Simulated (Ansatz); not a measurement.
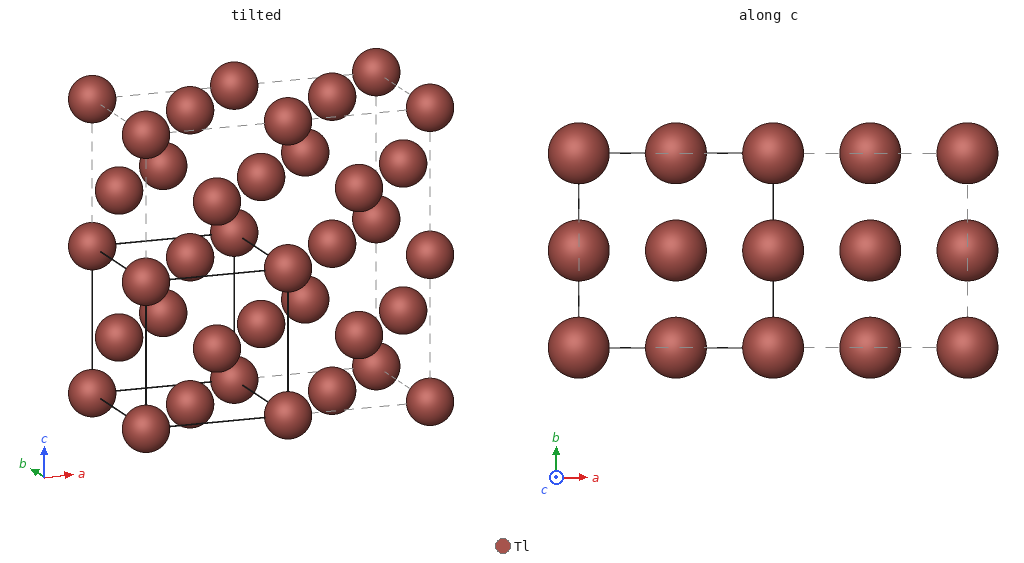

An orthographic spheres-only view of the structure, slightly off an axis and along the c axis. Shown are 2×1×2 repeats of the conventional unit cell, one of them outlined in solid lines. Cell: a = 4.932 Å, b = 4.932 Å, c = 4.932 Å, α = 90.00°, β = 90.00°, γ = 90.00°.

What structure is drawn here?

The element is thallium. Symmetry: Fm-3m (No. 225), face-centred cubic lattice. This arrangement goes by the name face-centred cubic (Cu type). The cell holds four atoms.

Its origin is a structure listed in the Materials Project. The cell was then strained or its atoms displaced on purpose. A calculation with Ansatz used it as input.
